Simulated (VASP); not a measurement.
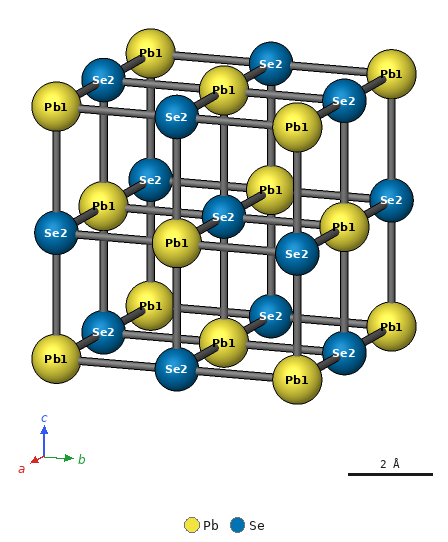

*The structure (ball-and-stick view of the cell 4 times as large as that of the calculation, set on its symmetry axes, seen slightly off an axis; atoms are numbered from 1 in the order of the input). An atom can appear more than once, as a periodic image.*

**Single-point calculation of PbSe**

System: PbSe (2 atoms in the cell).
Method: DFT, plane waves, PAW, settings varied from a PBE run (VASP 6.6.1).

The structure was built on a prototype by a generator. The run did not end well. The geometry comes from this level: r2SCAN (a point of a series of strains).

INCAR
```
ENCUT = 520.000000
SIGMA = 0.020000
EDIFF = 1.00e-07
PREC = Accurate
IBRION = -1
ISIF = 2
ISMEAR = -1
NBANDS = 17
NSW = 0
LASPH = .TRUE.
LCHARG = .FALSE.
LWAVE = .FALSE.
LREAL = .FALSE.
ALGO = Fast
METAGGA = M06L
NELM = 99
```

KPOINTS
```
KPOINTS created by Atomic Simulation Environment
0
Monkhorst-Pack
8 8 8
0 0 0
```

POSCAR
```
Pb Se
 1.0000000000000000
    -0.0000000000000000    3.0887022204744010    3.0887022204744010
     3.0887022204744010   -0.0000000000000000    3.0887022204744010
     3.0887022204744010    3.0887022204744010   -0.0000000000000000
 Pb  Se
   1   1
Cartesian
 -0.0000000000000000 -0.0000000000000000 -0.0000000000000000
  3.0887022204744010  3.0887022204744010  3.0887022204744010
```

Run on 1 CPU thread, shared host.

Launch command:
```bash
mpirun -np 1 vasp_std
```

OSZICAR
```
N       E                     dE             d eps       ncg     rms          rms(c)
DAV:   1     0.885505557425E+06    0.88551E+06   -0.12842E+08  2159   0.788E+07
DAV:   2    -0.474649505245E+05   -0.93297E+06   -0.88967E+06  4080   0.132E+07
DAV:   3    -0.105841072183E+07   -0.10109E+07   -0.88843E+06  4080   0.552E+06
DAV:   4    -0.343240606529E+07   -0.23740E+07   -0.23297E+07  4072   0.135E+07
DAV:   5    -0.733054199046E+07   -0.38981E+07   -0.38728E+07  4079   0.178E+07    0.968E+01
RMM:   6     0.645334651142E+03    0.73312E+07   -0.10277E+03  3496   0.144E+03    0.139E+02
RMM:   7     0.740672906222E+03    0.95338E+02   -0.14100E+03  3891   0.671E+02    0.647E+01
RMM:   8     0.729240872887E+03   -0.11432E+02   -0.25827E+02  3995   0.309E+02    0.277E+01
RMM:   9     0.725252882936E+03   -0.39880E+01   -0.80514E+01  4057   0.187E+02    0.146E+01
RMM:  10     0.727345469361E+03    0.20926E+01    0.39692E+00  4070   0.135E+02    0.217E+01
RMM:  11     0.726043878109E+03   -0.13016E+01   -0.36682E-01  4067   0.109E+02    0.336E+01
RMM:  12     0.719542219031E+03   -0.65017E+01   -0.78215E+00  4063   0.966E+01    0.491E+01
RMM:  13     0.698383833922E+03   -0.21158E+02   -0.55746E+01  3907   0.140E+02    0.138E+02
RMM:  14     0.686950938427E+03   -0.11433E+02   -0.63873E+01  3868   0.102E+02    0.118E+02
RMM:  15     0.700873247392E+03    0.13922E+02   -0.38492E+01  3943   0.798E+01    0.950E+01
RMM:  16     0.697093786741E+03   -0.37795E+01   -0.17161E+01  4026   0.653E+01    0.967E+01
RMM:  17     0.688433182102E+03   -0.86606E+01   -0.13753E+01  4055   0.618E+01    0.112E+02
RMM:  18     0.725841023077E+03    0.37408E+02   -0.72957E+01  3943   0.100E+02    0.399E+01
RMM:  19     0.730936190594E+03    0.50952E+01   -0.30755E+01  3935   0.747E+01    0.338E+01
RMM:  20     0.709120426378E+03   -0.21816E+02   -0.12958E+02  3921   0.154E+02    0.493E+01
RMM:  21     0.718078240763E+03    0.89578E+01    0.21273E+01  4026   0.716E+01    0.401E+01
RMM:  22     0.718010580338E+03   -0.67660E-01   -0.68341E-02  4073   0.580E+01    0.392E+01
RMM:  23     0.718116306734E+03    0.10573E+00   -0.17769E+00  4080   0.511E+01    0.376E+01
RMM:  24     0.719217697959E+03    0.11014E+01   -0.13880E+01  3997   0.499E+01    0.353E+01
RMM:  25     0.724416704949E+03    0.51990E+01    0.18587E+01  3959   0.603E+01    0.366E+01
RMM:  26     0.725835211707E+03    0.14185E+01    0.12513E+01  4028   0.431E+01    0.365E+01
RMM:  27     0.728830544877E+03    0.29953E+01    0.52015E+00  3993   0.431E+01    0.284E+01
RMM:  28     0.730627496068E+03    0.17970E+01    0.51999E+00  3998   0.375E+01    0.197E+01
RMM:  29     0.731937178620E+03    0.13097E+01    0.21810E+00  3945   0.388E+01    0.116E+01
RMM:  30     0.732009706724E+03    0.72528E-01    0.56798E-02  3959   0.383E+01    0.112E+01
RMM:  31     0.731682277869E+03   -0.32743E+00   -0.24176E+00  4030   0.321E+01    0.125E+01
RMM:  32     0.732733547064E+03    0.10513E+01    0.31535E+00  3918   0.324E+01    0.945E+00
RMM:  33     0.732498342423E+03   -0.23520E+00   -0.43481E+00  4002   0.301E+01    0.771E+00
RMM:  34     0.732675509930E+03    0.17717E+00    0.18431E+00  3960   0.284E+01    0.625E+00
RMM:  35     0.732853173631E+03    0.17766E+00    0.51756E-01  4001   0.288E+01    0.509E+00
RMM:  36     0.732680001671E+03   -0.17317E+00   -0.18606E+00  4014   0.269E+01    0.401E+00
RMM:  37     0.732657310478E+03   -0.22691E-01   -0.35707E-01  4026   0.260E+01    0.308E+00
RMM:  38     0.732419057358E+03   -0.23825E+00   -0.24207E+00  4061   0.252E+01    0.240E+00
RMM:  39     0.732368203351E+03   -0.50854E-01   -0.58348E-01  4037   0.246E+01    0.198E+00
RMM:  40     0.732153735124E+03   -0.21447E+00   -0.21733E+00  4026   0.240E+01    0.161E+00
RMM:  41     0.732090800857E+03   -0.62934E-01   -0.69544E-01  3972   0.235E+01    0.137E+00
RMM:  42     0.731942066910E+03   -0.14873E+00   -0.15240E+00  4005   0.230E+01    0.130E+00
RMM:  43     0.731901609271E+03   -0.40458E-01   -0.41122E-01  3977   0.226E+01    0.156E+00
RMM:  44     0.731791015560E+03   -0.11059E+00   -0.10929E+00  3992   0.222E+01    0.171E+00
RMM:  45     0.731751721261E+03   -0.39294E-01   -0.41641E-01  4045   0.218E+01    0.173E+00
RMM:  46     0.731631985622E+03   -0.11974E+00   -0.12110E+00  3999   0.214E+01    0.101E+00
RMM:  47     0.731612338120E+03   -0.19648E-01   -0.22767E-01  4031   0.210E+01    0.958E-01
RMM:  48     0.731508119176E+03   -0.10422E+00   -0.10456E+00  4000   0.207E+01    0.670E-01
RMM:  49     0.731484637129E+03   -0.23482E-01   -0.26935E-01  4032   0.204E+01    0.673E-01
RMM:  50     0.731397994522E+03   -0.86643E-01   -0.89412E-01  4033   0.201E+01    0.621E-01
RMM:  51     0.731379356610E+03   -0.18638E-01   -0.23643E-01  4013   0.198E+01    0.524E-01
RMM:  52     0.731304101692E+03   -0.75255E-01   -0.76245E-01  4058   0.195E+01    0.676E-01
RMM:  53     0.731283489197E+03   -0.20612E-01   -0.21885E-01  4002   0.192E+01    0.950E-01
RMM:  54     0.731226831689E+03   -0.56658E-01   -0.58710E-01  4031   0.189E+01    0.134E+00
RMM:  55     0.731212025723E+03   -0.14806E-01   -0.17594E-01  3982   0.187E+01    0.164E+00
RMM:  56     0.731169145022E+03   -0.42881E-01   -0.45034E-01  4030   0.184E+01    0.204E+00
RMM:  57     0.731155143932E+03   -0.14001E-01   -0.15730E-01  3983   0.182E+01    0.240E+00
RMM:  58     0.731120881403E+03   -0.34263E-01   -0.36303E-01  4031   0.180E+01    0.275E+00
RMM:  59     0.731109618385E+03   -0.11263E-01   -0.13885E-01  3983   0.177E+01    0.304E+00
RMM:  60     0.731083881580E+03   -0.25737E-01   -0.27624E-01  4030   0.175E+01    0.338E+00
RMM:  61     0.731074221292E+03   -0.96603E-02   -0.11931E-01  3981   0.173E+01    0.383E+00
RMM:  62     0.731048071728E+03   -0.26150E-01   -0.28061E-01  4030   0.171E+01    0.416E+00
RMM:  63     0.731034297554E+03   -0.13774E-01   -0.15985E-01  4017   0.169E+01    0.440E+00
RMM:  64     0.731012955562E+03   -0.21342E-01   -0.22998E-01  4067   0.167E+01    0.467E+00
RMM:  65     0.731002561053E+03   -0.10395E-01   -0.12482E-01  3985   0.166E+01    0.489E+00
RMM:  66     0.730987595140E+03   -0.14966E-01   -0.16716E-01  4030   0.164E+01    0.521E+00
RMM:  67     0.730980887692E+03   -0.67074E-02   -0.86076E-02  4005   0.162E+01    0.544E+00
RMM:  68     0.730971019826E+03   -0.98679E-02   -0.11452E-01  4049   0.161E+01    0.567E+00
   1 F= 0.73097102E+03 E0= 0.73097141E+03  d E =-.778505E-03
```

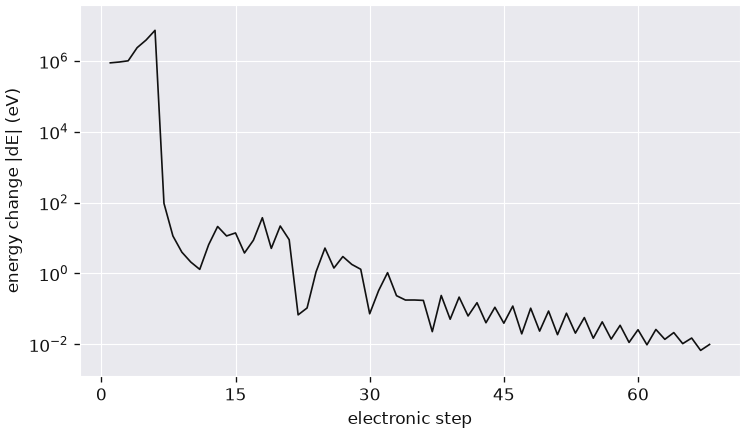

*Convergence of the self-consistent field: energy change |dE| against the electronic step.*

It takes 68 electronic steps. The density is held fixed in the first few steps, and dE rises again when its update begins.

Parts of OUTCAR
```
k-points           NKPTS =     60   k-points in BZ     NKDIM =     60   number of bands    NBANDS=     17

   NELECT =      20.0000    total number of electrons

   dimension x,y,z NGX =    32 NGY =   32 NGZ =   32
   dimension x,y,z NGXF=    64 NGYF=   64 NGZF=   64

  energy-cutoff  :      520.00
  volume of cell :       58.93
      direct lattice vectors                 reciprocal lattice vectors
     0.000000000  3.088702220  3.088702220    -0.161880286  0.161880286  0.161880286
     3.088702220  0.000000000  3.088702220     0.161880286 -0.161880286  0.161880286
     3.088702220  3.088702220  0.000000000     0.161880286  0.161880286 -0.161880286

 k-points in reciprocal lattice and weights: KPOINTS created by Atomic Simulation Env
   0.06250000  0.06250000  0.06250000       0.004
   0.18750000  0.06250000  0.06250000       0.012
   0.31250000  0.06250000  0.06250000       0.012
   0.43750000  0.06250000  0.06250000       0.012
  -0.43750000  0.06250000  0.06250000       0.012
  -0.31250000  0.06250000  0.06250000       0.012
  -0.18750000  0.06250000  0.06250000       0.012
  -0.06250000  0.06250000  0.06250000       0.012
   0.18750000  0.18750000  0.06250000       0.012
   0.31250000  0.18750000  0.06250000       0.023
   0.43750000  0.18750000  0.06250000       0.023
  -0.43750000  0.18750000  0.06250000       0.023
  -0.31250000  0.18750000  0.06250000       0.023
  -0.18750000  0.18750000  0.06250000       0.023
  -0.06250000  0.18750000  0.06250000       0.023
   0.31250000  0.31250000  0.06250000       0.012
   0.43750000  0.31250000  0.06250000       0.023
  -0.43750000  0.31250000  0.06250000       0.023
  -0.31250000  0.31250000  0.06250000       0.023
  -0.18750000  0.31250000  0.06250000       0.023
  -0.06250000  0.31250000  0.06250000       0.023
   0.43750000  0.43750000  0.06250000       0.012
  -0.43750000  0.43750000  0.06250000       0.023
  -0.31250000  0.43750000  0.06250000       0.023
  -0.18750000  0.43750000  0.06250000       0.023
  -0.06250000  0.43750000  0.06250000       0.023
  -0.43750000 -0.43750000  0.06250000       0.012
  -0.31250000 -0.43750000  0.06250000       0.023
  -0.18750000 -0.43750000  0.06250000       0.023
  -0.31250000 -0.31250000  0.06250000       0.012
  -0.18750000 -0.31250000  0.06250000       0.023
  -0.18750000 -0.18750000  0.06250000       0.012
   0.18750000  0.18750000  0.18750000       0.004
   0.31250000  0.18750000  0.18750000       0.012
   0.43750000  0.18750000  0.18750000       0.012
  -0.43750000  0.18750000  0.18750000       0.012
  -0.31250000  0.18750000  0.18750000       0.012
  -0.18750000  0.18750000  0.18750000       0.012
   0.31250000  0.31250000  0.18750000       0.012
   0.43750000  0.31250000  0.18750000       0.023
  -0.43750000  0.31250000  0.18750000       0.023
  -0.31250000  0.31250000  0.18750000       0.023
  -0.18750000  0.31250000  0.18750000       0.023
   0.43750000  0.43750000  0.18750000       0.012
  -0.43750000  0.43750000  0.18750000       0.023
  -0.31250000  0.43750000  0.18750000       0.023
  -0.18750000  0.43750000  0.18750000       0.023
  -0.43750000 -0.43750000  0.18750000       0.012
  -0.31250000 -0.43750000  0.18750000       0.023
  -0.31250000 -0.31250000  0.18750000       0.012
   0.31250000  0.31250000  0.31250000       0.004
   0.43750000  0.31250000  0.31250000       0.012
  -0.43750000  0.31250000  0.31250000       0.012
  -0.31250000  0.31250000  0.31250000       0.012
   0.43750000  0.43750000  0.31250000       0.012
  -0.43750000  0.43750000  0.31250000       0.023
  -0.31250000  0.43750000  0.31250000       0.023
  -0.43750000 -0.43750000  0.31250000       0.012
   0.43750000  0.43750000  0.43750000       0.004
  -0.43750000  0.43750000  0.43750000       0.012

  Total      207.4922700    207.4922700    207.4922700      0.0000000     -0.0000000     -0.0000000
  in kB     5640.9777630   5640.9777630   5640.9777630      0.0000000     -0.0000000     -0.0000000
  external PRESSURE =    5640.9777630 kB  Pullay stress =       0.0000000 kB

 POSITION                                       TOTAL-FORCE (eV/Angst)
 -----------------------------------------------------------------------------------
      0.00000      0.00000      0.00000         0.000000      0.000000      0.000000
      3.08870      3.08870      3.08870        -0.000000      0.000000     -0.000000
 -----------------------------------------------------------------------------------
    total drift:                                0.000000     -0.000000     -0.000000

  FREE ENERGIE OF THE ION-ELECTRON SYSTEM (eV)
  ---------------------------------------------------
  free  energy   TOTEN  =       730.9710198261 eV

  energy  without entropy=      730.9717983313  energy(sigma->0) =      730.97140908
```

What the run reported

| quantity | value |
| --- | --- |
| outcome | stopped at the time limit |
| space group (tolerance 0.01 Å) | Fm-3m (225) |
| wall time | 15 min |
| peak memory | 0.23 GiB |

Diagnosis

Settings chosen away from the usual ones: ALGO = Fast; METAGGA = M06L; GGA = null; NELM = 99. The run was cut off by its time limit, so the output is incomplete.
